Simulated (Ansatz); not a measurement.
Geometry relaxation of GaN (part 1 of 3)

- system: GaN (slab, 22 atoms in the cell)
- method: DFT PBEsol, scalar-relativistic, plane waves, PAW, no spin polarisation (Ansatz 0.2.0)

The structure derives from a Materials Project entry. It belongs to a series of runs on one base structure; here: (2 1 0) slab, atoms relaxed. Figures and captions count atoms from 1; the log counts them from 0 in places.

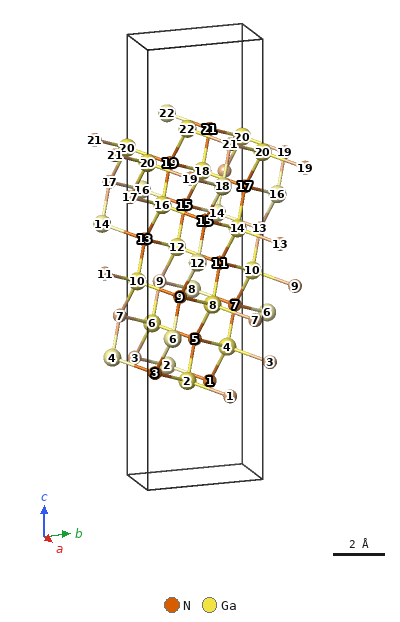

Figure 1. The input geometry (ball-and-stick view of the cell of the calculation, with the vacuum cut short, seen slightly off an axis; neighbours outside the cell are drawn fainter; atoms are numbered from 1 in the order of the input). An atom can appear more than once, as a periodic image.

## Input file
```yaml
crystal:
  lattice:
    - [4.4982301441, 0.0, 0.0]
    - [-2.249115072, 5.0291741903, 0.0]
    - [0.0, 0.0, 25.5612657996]
  atoms:
    - { symbol: "N", position: [0.1, 0.7, 0.2934126995] }
    - { symbol: Ga, position: [0.7, 0.4, 0.3130876805] }
    - { symbol: "N", position: [0.8, 0.1, 0.3327626615] }
    - { symbol: Ga, position: [0.4, 0.8, 0.3524376425] }
    - { symbol: "N", position: [0.5, 0.5, 0.3721126235] }
    - { symbol: Ga, position: [0.1, 0.2, 0.3917876045] }
    - { symbol: "N", position: [0.2, 0.9, 0.4114625855] }
    - { symbol: Ga, position: [0.8, 0.6, 0.4311375665] }
    - { symbol: "N", position: [0.9, 0.3, 0.4508125475] }
    - { symbol: Ga, position: [0.5, 0.0, 0.4704875285] }
    - { symbol: "N", position: [0.6, 0.7, 0.4901625095] }
    - { symbol: Ga, position: [0.2, 0.4, 0.5098374905] }
    - { symbol: "N", position: [0.3, 0.1, 0.5295124715] }
    - { symbol: Ga, position: [0.9, 0.8, 0.5491874525] }
    - { symbol: "N", position: [0.0, 0.5, 0.5688624335] }
    - { symbol: Ga, position: [0.6, 0.2, 0.5885374145] }
    - { symbol: "N", position: [0.7, 0.9, 0.6082123955] }
    - { symbol: Ga, position: [0.3, 0.6, 0.6278873765] }
    - { symbol: "N", position: [0.4, 0.3, 0.6475623575] }
    - { symbol: Ga, position: [0.0, 0.0, 0.6672373385] }
    - { symbol: "N", position: [0.1, 0.7, 0.6869123195] }
    - { symbol: Ga, position: [0.7, 0.4, 0.7065873005] }
basis:
  ecutwfc: 420
kpoints:
  mp_grid: { grid: [7, 5, 1] }
hamiltonian:
  xc: pbesol
scf:
  occupations: { method: gaussian, width: 0.05 }
output:
  forces: true
  eigenvalues: true
  write_density: true
  write_potential: true
  elf: true
  volumetric_format: npy
relax:
  adjacent_minimum: "off"
  f_tol: 0.02
  max_steps: 60
efield:
  axis: 3
  dipole_correction: true
  ramp_width: 0.04
```

Run on 2 threads of Intel Xeon @ 2.50GHz (Skylake/Cascade Lake), 189 GiB of memory available, shared host.

Run as:
```bash
ansatz run input.yaml --threads 2 --pin off --max-ram 5120MiB --backend cpu --events-out ev --progress --plain --runs-dir out
```

## Output
```
Engine: ansatz 0.2.0, x86_64-unknown-linux-gnu
Pseudopotentials: kind: paw
Pseudopotential: N, paw, valence charge 5, recommended cutoff 420 eV (normal), N.paw.azcp
Pseudopotential: Ga, paw, valence charge 13, recommended cutoff 420 eV (normal), Ga.paw.azcp
Functional definition: PBEsol
  exchange = pbesol_x
  correlation = pbesol_c
Crystal: 22 atoms, lattice volume = 578.257 Å³
Basis set: ecut = 420 eV, 11319 PW (Γ), exchange–correlation on 64×80×360 points (8 copies of the dense FFT grid, shifted against one another)
Bands: 121, of which v1, the nominal top of the filled ones, is band 99 counted from 1 (98 counted from 0)
Symmetry: 1 space group operations
Space group: P1 (ITA 1), of the structure as read, at distance tolerance 8.3e-5 Å
k-points: 18 of 35 (time reversal used)
Non-local potential: N, projectors of the file, l = 0: 2, l = 1: 2, l = 2: 1
Non-local potential: Ga, projectors of the file, l = 0: 2, l = 1: 2, l = 2: 3, l = 3: 1
PAW form: soft (Blöchl's): semilocal exchange-correlation on the pseudo side does not see the compensation charge
PAW frozen core: N, regenerated for the run's functional, and the local potential with it (the file was generated under x = pbe(κ = 0.804, μ = 0.2195149727645171), c = pbe(β = 0.06672455060314922))
PAW frozen core: Ga, regenerated for the run's functional, and the local potential with it (the file was generated under x = pbe(κ = 0.804, μ = 0.2195149727645171), c = pbe(β = 0.06672455060314922))
PAW one-centre angular grid: N, 110 points (default); XC on 64 Gauss nodes
PAW one-centre angular grid: Ga, 590 points (default); XC on 64 Gauss nodes
Initial density: superposition of atomic densities (neutral atoms: chi_scale 0, normalization atom), corrected by the library's trained network
Initial wavefunctions: pseudopotential atomic-orbital guess
Functional: x = pbesol(κ = 0.804, μ = 0.12345679012345678), c = pbesol(β = 0.046)
SCF iter   1: F=—  HF=-45341.208563 eV  |F-HF|=—  |Δ(HF+E_count)|=         —  Δρ=1.46e-2  dr2=6.38e0  ethr=1.77e-3  p=0.236 e·Å  D=7.37e-2 V/Å  ΔV_dip=-1.88 eV  dr2_dipole=4.19e0  V_vac-E_F(+/−)=4.54/6.43 eV  ⟨swp⟩=6.4  Hψ=8819  notcnv=0  defer=226
efield: sawtooth ramp at fractional position 0.9800 (placed from the atoms, in the widest stretch of the axis that holds none; the zero of the levels goes with the place), width 0.0400; the density the first Hamiltonian is built on has a dipole p = 0.236 e·Å; the dipole correction subtracts the counter field D = 7.37e-2 V/Å, which shifts the + side's vacuum level by -1.88 eV against the − side's; the planar-averaged density in the ramp window peaks in size at 1.6e-5 e/Å³
preconditioner: auto → Resta (q_TF=auto, 2.282 Å⁻¹)  ε∞=3.0  [insulator: Δε(μ)=0.198 eV  Ē_g=15.421 eV  σ=0.050 eV  W_gap=0.99  n_scr=100 (ndim 8)  ℏωp=21.7 eV  f_vac=0.510  D(μ)=0.09/eV (n_scr^D=0)  ε∞_Penn≈3.0  vacuum switching on, ρ_ref=1.7e-2 e/Å³]
SCF iter   2: F=—  HF=-45357.710685 eV  |F-HF|=—  |Δ(HF+E_count)|=    1.65e1  Δρ=6.37e-2  dr2=3.19e2  ethr=1.77e-3  p=-0.683 e·Å  D=-2.14e-1 V/Å  ΔV_dip=5.46 eV  dr2_dipole=2.22e2  V_vac-E_F(+/−)=7.51/2.05 eV  ⟨swp⟩=4.2  Hψ=3433  notcnv=0  defer=274  recentre
SCF iter   3: F=—  HF=-45341.028762 eV  |F-HF|=—  |Δ(HF+E_count)|=    1.67e1  Δρ=6.34e-3  dr2=2.35e-1  ethr=1.77e-3  p=0.193 e·Å  D=6.05e-2 V/Å  ΔV_dip=-1.55 eV  dr2_dipole=1.45e-3  V_vac-E_F(+/−)=4.81/6.36 eV  ⟨swp⟩=3.1  Hψ=3098  notcnv=0  defer=298
SCF iter   4: F=—  HF=-45341.020851 eV  |F-HF|=—  |Δ(HF+E_count)|=   7.91e-3  Δρ=9.43e-3  dr2=2.49e0  ethr=1.19e-4  p=0.195 e·Å  D=6.10e-2 V/Å  ΔV_dip=-1.56 eV  dr2_dipole=1.59e0  V_vac-E_F(+/−)=4.83/6.38 eV  ⟨swp⟩=3.1  Hψ=3149  notcnv=0  defer=272
SCF iter   5: F=—  HF=-45341.022514 eV  |F-HF|=—  |Δ(HF+E_count)|=   1.66e-3  Δρ=1.11e-2  dr2=6.49e0  ethr=1.19e-4  p=0.170 e·Å  D=5.33e-2 V/Å  ΔV_dip=-1.36 eV  dr2_dipole=4.38e0  V_vac-E_F(+/−)=4.95/6.31 eV  ⟨swp⟩=2.0  Hψ=2166  notcnv=0  defer=272  recentre
SCF iter   6: F=—  HF=-45341.091346 eV  |F-HF|=—  |Δ(HF+E_count)|=   6.88e-2  Δρ=1.13e-2  dr2=6.11e0  ethr=1.19e-4  p=0.213 e·Å  D=6.68e-2 V/Å  ΔV_dip=-1.71 eV  dr2_dipole=4.19e0  V_vac-E_F(+/−)=4.71/6.42 eV  ⟨swp⟩=2.0  Hψ=2536  notcnv=0  defer=273
SCF iter   7: F=—  HF=-45340.990857 eV  |F-HF|=—  |Δ(HF+E_count)|=   1.00e-1  Δρ=2.28e-3  dr2=2.25e-1  ethr=1.19e-4  p=0.175 e·Å  D=5.48e-2 V/Å  ΔV_dip=-1.40 eV  dr2_dipole=1.45e-1  V_vac-E_F(+/−)=4.92/6.32 eV  ⟨swp⟩=1.9  Hψ=2095  notcnv=0  defer=273
SCF iter   8: F=—  HF=-45340.994358 eV  |F-HF|=—  |Δ(HF+E_count)|=   3.50e-3  Δρ=3.94e-3  dr2=9.29e-1  ethr=1.14e-4  p=0.168 e·Å  D=5.26e-2 V/Å  ΔV_dip=-1.34 eV  dr2_dipole=6.36e-1  V_vac-E_F(+/−)=4.94/6.29 eV  ⟨swp⟩=1.0  Hψ=2416  notcnv=0  defer=272  recentre
SCF iter   9: F=—  HF=-45341.002294 eV  |F-HF|=—  |Δ(HF+E_count)|=   7.94e-3  Δρ=5.67e-3  dr2=1.76e0  ethr=1.14e-4  p=0.182 e·Å  D=5.68e-2 V/Å  ΔV_dip=-1.45 eV  dr2_dipole=1.21e0  V_vac-E_F(+/−)=4.86/6.32 eV  ⟨swp⟩=1.0  Hψ=1906  notcnv=0  defer=272
SCF iter  10: F=—  HF=-45340.990146 eV  |F-HF|=—  |Δ(HF+E_count)|=   1.21e-2  Δρ=3.89e-4  dr2=1.21e-3  ethr=1.14e-4  p=0.171 e·Å  D=5.35e-2 V/Å  ΔV_dip=-1.37 eV  dr2_dipole=4.57e-4  V_vac-E_F(+/−)=4.91/6.28 eV  ⟨swp⟩=1.0  Hψ=1940  notcnv=0  defer=272
SCF iter  11: F=—  HF=-45340.990057 eV  |F-HF|=—  |Δ(HF+E_count)|=   8.98e-5  Δρ=2.43e-4  dr2=1.77e-3  ethr=6.13e-7  p=0.171 e·Å  D=5.34e-2 V/Å  ΔV_dip=-1.37 eV  dr2_dipole=1.08e-3  V_vac-E_F(+/−)=4.91/6.28 eV  ⟨swp⟩=1.9  Hψ=2187  notcnv=0  defer=272
SCF iter  12: F=—  HF=-45340.990028 eV  |F-HF|=—  |Δ(HF+E_count)|=   2.82e-5  Δρ=1.08e-4  dr2=5.88e-4  ethr=6.13e-7  p=0.170 e·Å  D=5.31e-2 V/Å  ΔV_dip=-1.36 eV  dr2_dipole=3.82e-4  V_vac-E_F(+/−)=4.92/6.28 eV  ⟨swp⟩=1.9  Hψ=1952  notcnv=0  defer=272
SCF iter  13: F=—  HF=-45340.990021 eV  |F-HF|=—  |Δ(HF+E_count)|=   7.04e-6  Δρ=4.73e-5  dr2=1.75e-5  ethr=2.97e-7  p=0.170 e·Å  D=5.32e-2 V/Å  ΔV_dip=-1.36 eV  dr2_dipole=4.59e-10  V_vac-E_F(+/−)=4.92/6.28 eV  ⟨swp⟩=1.0  Hψ=1906  notcnv=0  defer=272
SCF iter  14: F=—  HF=-45340.990022 eV  |F-HF|=—  |Δ(HF+E_count)|=   4.52e-7  Δρ=6.88e-5  dr2=2.52e-4  ethr=5.05e-9  p=0.170 e·Å  D=5.32e-2 V/Å  ΔV_dip=-1.36 eV  dr2_dipole=1.72e-4  V_vac-E_F(+/−)=4.92/6.28 eV  ⟨swp⟩=24.5  Hψ=24927  notcnv=0
SCF iter  15: F=—  HF=-45340.990021 eV  |F-HF|=—  |Δ(HF+E_count)|=   1.08e-6  Δρ=3.63e-5  dr2=7.33e-5  ethr=8.84e-9  p=0.170 e·Å  D=5.32e-2 V/Å  ΔV_dip=-1.36 eV  dr2_dipole=5.00e-5  V_vac-E_F(+/−)=4.92/6.28 eV  ⟨swp⟩=1.3  Hψ=1911  notcnv=0
SCF iter  16: F=—  HF=-45340.990020 eV  |F-HF|=—  |Δ(HF+E_count)|=   2.54e-7  Δρ=1.71e-5  dr2=1.55e-5  ethr=8.84e-9  p=0.170 e·Å  D=5.32e-2 V/Å  ΔV_dip=-1.36 eV  dr2_dipole=1.07e-5  V_vac-E_F(+/−)=4.92/6.28 eV  ⟨swp⟩=1.0  Hψ=1906  notcnv=0
SCF iter  17: F=-45340.990020 eV  HF=-45340.990020 eV  |F-HF|=9.73e-8  |Δ(HF+E_count)|=   6.18e-8  Δρ=1.71e-6  dr2=6.93e-8  ethr=5.05e-9  p=0.170 e·Å  D=5.32e-2 V/Å  ΔV_dip=-1.36 eV  dr2_dipole=3.92e-8  V_vac-E_F(+/−)=4.92/6.28 eV  ⟨swp⟩=10.4  Hψ=15866  notcnv=0
SCF 1 converged in 17 iterations: F = -45340.990020 eV  dr2 = 6.93e-8
  greatest PAW one-centre occupation: 0.996 electrons in one spin orbital (limit 2), on the Ga atom at site 19 (counted from 0), in its partial waves of l = 2
relax step   1: F+E_penalty+E_count = -45340.99002030 eV  Δ(F+E_penalty+E_count) = +0.000e0 eV  max|allowed force component| = 2.224e0 eV/Å  Δτ_max = 0.0000 Å  (17 SCF iters, dr2 threshold 1.00e-5 eV, accepted)
Initial density: handed on by an earlier stage of this run
Initial wavefunctions: those handed on with the density
iter 1 solved again at ethr=6.86e-4 eV; its pass at ethr=3.10e-3 eV (dr2=1.36e0 eV) is discarded
SCF iter   1: F=—  HF=-45341.736113 eV  |F-HF|=—  |Δ(HF+E_count)|=         —  Δρ=1.09e-2  dr2=1.36e0  ethr=6.86e-4  p=0.170 e·Å  D=5.32e-2 V/Å  ΔV_dip=-1.36 eV  dr2_dipole=6.43e-1  V_vac-E_F(+/−)=5.02/6.38 eV  ⟨swp⟩=1.0  Hψ=7910  notcnv=0  defer=219
efield: sawtooth ramp at fractional position 0.9800 (handed on by an earlier solve), width 0.0400; the density the first Hamiltonian is built on has a dipole p = 0.170 e·Å; the dipole correction subtracts the counter field D = 5.32e-2 V/Å, which shifts the + side's vacuum level by -1.36 eV against the − side's; the planar-averaged density in the ramp window peaks in size at 6.8e-6 e/Å³
preconditioner: auto → LDOS  [metal: Δε(μ)=0.015 eV  Ē_g=15.538 eV  σ=0.050 eV  W_gap=0.17  n_scr=100 (ndim 8)  ℏωp=21.7 eV  f_vac=0.516  D(μ)=11.87/eV (n_scr^D=72)  β→1.0]
SCF iter   2: F=—  HF=-45341.706456 eV  |F-HF|=—  |Δ(HF+E_count)|=   2.97e-2  Δρ=8.95e-3  dr2=1.48e0  ethr=6.86e-4  p=0.187 e·Å  D=5.87e-2 V/Å  ΔV_dip=-1.50 eV  dr2_dipole=8.38e-1  V_vac-E_F(+/−)=4.92/6.42 eV  ⟨swp⟩=2.5  Hψ=3423  notcnv=0  defer=219
SCF iter   3: F=—  HF=-45341.661099 eV  |F-HF|=—  |Δ(HF+E_count)|=   4.54e-2  Δρ=1.89e-3  dr2=9.52e-2  ethr=6.86e-4  p=0.185 e·Å  D=5.78e-2 V/Å  ΔV_dip=-1.48 eV  dr2_dipole=6.32e-2  V_vac-E_F(+/−)=4.97/6.45 eV  ⟨swp⟩=2.0  Hψ=2023  notcnv=0  defer=219
SCF iter   4: F=—  HF=-45341.672460 eV  |F-HF|=—  |Δ(HF+E_count)|=   1.14e-2  Δρ=9.65e-4  dr2=1.40e-2  ethr=4.81e-5  p=0.192 e·Å  D=5.99e-2 V/Å  ΔV_dip=-1.53 eV  dr2_dipole=3.68e-3  V_vac-E_F(+/−)=4.95/6.48 eV  ⟨swp⟩=2.0  Hψ=2258  notcnv=0  defer=277
SCF iter   5: F=—  HF=-45341.672441 eV  |F-HF|=—  |Δ(HF+E_count)|=   1.92e-5  Δρ=6.29e-4  dr2=7.83e-3  ethr=7.06e-6  p=0.196 e·Å  D=6.13e-2 V/Å  ΔV_dip=-1.57 eV  dr2_dipole=2.69e-3  V_vac-E_F(+/−)=4.93/6.49 eV  ⟨swp⟩=2.0  Hψ=2823  notcnv=0  defer=277
SCF iter   6: F=—  HF=-45341.672483 eV  |F-HF|=—  |Δ(HF+E_count)|=   4.30e-5  Δρ=3.95e-4  dr2=1.18e-3  ethr=3.95e-6  p=0.199 e·Å  D=6.23e-2 V/Å  ΔV_dip=-1.59 eV  dr2_dipole=6.93e-6  V_vac-E_F(+/−)=4.90/6.50 eV  ⟨swp⟩=1.9  Hψ=2082  notcnv=0  defer=277
SCF iter   7: F=—  HF=-45341.672415 eV  |F-HF|=—  |Δ(HF+E_count)|=   6.87e-5  Δρ=1.88e-4  dr2=1.06e-3  ethr=5.94e-7  p=0.201 e·Å  D=6.29e-2 V/Å  ΔV_dip=-1.61 eV  dr2_dipole=5.81e-4  V_vac-E_F(+/−)=4.89/6.50 eV  ⟨swp⟩=2.0  Hψ=3525  notcnv=0  defer=277
SCF iter   8: F=—  HF=-45341.672432 eV  |F-HF|=—  |Δ(HF+E_count)|=   1.73e-5  Δρ=1.30e-4  dr2=5.88e-4  ethr=5.37e-7  p=0.201 e·Å  D=6.28e-2 V/Å  ΔV_dip=-1.61 eV  dr2_dipole=3.20e-4  V_vac-E_F(+/−)=4.89/6.50 eV  ⟨swp⟩=2.0  Hψ=2392  notcnv=0  defer=277
SCF iter   9: F=-45341.672413 eV  HF=-45341.672431 eV  |F-HF|=1.81e-5  |Δ(HF+E_count)|=   6.26e-7  Δρ=5.65e-5  dr2=3.39e-5  ethr=5.05e-8  p=0.200 e·Å  D=6.27e-2 V/Å  ΔV_dip=-1.60 eV  dr2_dipole=6.81e-7  V_vac-E_F(+/−)=4.89/6.50 eV  ⟨swp⟩=24.5  Hψ=25961  notcnv=0
SCF 2 converged in 9 iterations: F = -45341.672413 eV  dr2 = 3.39e-5
[... from here on the iterations of each SCF are left out, up to the last one ...]
  Residual-converged pass: ⟨swp⟩=1.0  Hψ=2250  notcnv=0  max |occ|·‖R‖ = 6.9e-9 eV (tolerance 1.0e-8 eV)  dr2=3.39e-5  dr2_onsite=1.57e-6  max |Δocc| = 2.3e-11
relax step   2: F+E_penalty+E_count = -45341.67241333 eV  Δ(F+E_penalty+E_count) = -6.824e-1 eV  max|allowed force component| = 1.165e0 eV/Å  Δτ_max = 0.1949 Å  (9 SCF iters, dr2 threshold 1.00e-4 eV, accepted)
efield: sawtooth ramp at fractional position 0.9800 (handed on by an earlier solve), width 0.0400; the density the first Hamiltonian is built on has a dipole p = 0.200 e·Å; the dipole correction subtracts the counter field D = 6.27e-2 V/Å, which shifts the + side's vacuum level by -1.60 eV against the − side's; the planar-averaged density in the ramp window peaks in size at 5.9e-6 e/Å³
preconditioner: auto → LDOS  [metal: Δε(μ)=0.006 eV  Ē_g=15.576 eV  σ=0.050 eV  W_gap=0.07  n_scr=100 (ndim 8)  ℏωp=21.7 eV  f_vac=0.520  D(μ)=10.26/eV (n_scr^D=64)  β→1.0]
SCF 3 converged in 8 iterations: F = -45342.004417 eV  dr2 = 7.05e-5
relax step   3: F+E_penalty+E_count = -45342.00441683 eV  Δ(F+E_penalty+E_count) = -3.320e-1 eV  max|allowed force component| = 3.841e-1 eV/Å  Δτ_max = 0.1950 Å  (8 SCF iters, dr2 threshold 8.48e-5 eV, accepted)
efield: sawtooth ramp at fractional position 0.9800 (handed on by an earlier solve), width 0.0400; the density the first Hamiltonian is built on has a dipole p = 0.197 e·Å; the dipole correction subtracts the counter field D = 6.15e-2 V/Å, which shifts the + side's vacuum level by -1.57 eV against the − side's; the planar-averaged density in the ramp window peaks in size at 1.3e-6 e/Å³
preconditioner: auto → LDOS  [metal: Δε(μ)=0.043 eV  Ē_g=15.619 eV  σ=0.050 eV  W_gap=0.46  n_scr=100 (ndim 8)  ℏωp=21.7 eV  f_vac=0.524  D(μ)=4.34/eV (n_scr^D=8)  β→1.0]
SCF 4 converged in 9 iterations: F = -45342.080179 eV  dr2 = 9.02e-6
relax step   4: F+E_penalty+E_count = -45342.08017856 eV  Δ(F+E_penalty+E_count) = -7.576e-2 eV  max|allowed force component| = 2.287e-1 eV/Å  Δτ_max = 0.1894 Å  (9 SCF iters, dr2 threshold 1.60e-5 eV, accepted)
efield: sawtooth ramp at fractional position 0.9800 (handed on by an earlier solve), width 0.0400; the density the first Hamiltonian is built on has a dipole p = 0.174 e·Å; the dipole correction subtracts the counter field D = 5.45e-2 V/Å, which shifts the + side's vacuum level by -1.39 eV against the − side's; the planar-averaged density in the ramp window peaks in size at 1.7e-6 e/Å³
preconditioner: auto → LDOS  [metal: Δε(μ)=0.008 eV  Ē_g=15.592 eV  σ=0.050 eV  W_gap=0.09  n_scr=100 (ndim 8)  ℏωp=21.7 eV  f_vac=0.523  D(μ)=10.66/eV (n_scr^D=72)  β→1.0]
SCF 5 converged in 8 iterations: F = -45342.095574 eV  dr2 = 1.69e-6
relax step   5: F+E_penalty+E_count = -45342.09557376 eV  Δ(F+E_penalty+E_count) = -1.540e-2 eV  max|allowed force component| = 8.914e-2 eV/Å  Δτ_max = 0.0324 Å  (8 SCF iters, dr2 threshold 5.69e-6 eV, accepted)
efield: sawtooth ramp at fractional position 0.9800 (handed on by an earlier solve), width 0.0400; the density the first Hamiltonian is built on has a dipole p = 0.173 e·Å; the dipole correction subtracts the counter field D = 5.41e-2 V/Å, which shifts the + side's vacuum level by -1.38 eV against the − side's; the planar-averaged density in the ramp window peaks in size at 3.0e-6 e/Å³
preconditioner: auto → LDOS  [metal: Δε(μ)=0.005 eV  Ē_g=15.583 eV  σ=0.050 eV  W_gap=0.06  n_scr=100 (ndim 8)  ℏωp=21.7 eV  f_vac=0.523  D(μ)=10.47/eV (n_scr^D=64)  β→1.0]
SCF 6 converged in 10 iterations: F = -45342.098790 eV  dr2 = 3.85e-7
relax step   6: F+E_penalty+E_count = -45342.09878962 eV  Δ(F+E_penalty+E_count) = -3.216e-3 eV  max|allowed force component| = 7.387e-2 eV/Å  Δτ_max = 0.0324 Å  (10 SCF iters, dr2 threshold 1.21e-6 eV, accepted)
efield: sawtooth ramp at fractional position 0.9800 (handed on by an earlier solve), width 0.0400; the density the first Hamiltonian is built on has a dipole p = 0.173 e·Å; the dipole correction subtracts the counter field D = 5.42e-2 V/Å, which shifts the + side's vacuum level by -1.39 eV against the − side's; the planar-averaged density in the ramp window peaks in size at 2.9e-6 e/Å³
preconditioner: auto → LDOS  [metal: Δε(μ)=0.015 eV  Ē_g=15.582 eV  σ=0.050 eV  W_gap=0.17  n_scr=100 (ndim 8)  ℏωp=21.7 eV  f_vac=0.523  D(μ)=11.53/eV (n_scr^D=72)  β→1.0]
SCF 7 converged in 7 iterations: F = -45342.099432 eV  dr2 = 7.13e-7
relax step   7: F+E_penalty+E_count = -45342.09943234 eV  Δ(F+E_penalty+E_count) = -6.427e-4 eV  max|allowed force component| = 1.635e-2 eV/Å  Δτ_max = 0.0114 Å  (7 SCF iters, dr2 threshold 8.29e-7 eV, accepted)
iter 1 solved again at ethr=3.79e-10 eV; its pass at ethr=3.10e-3 eV (dr2=7.51e-7 eV) is discarded
```
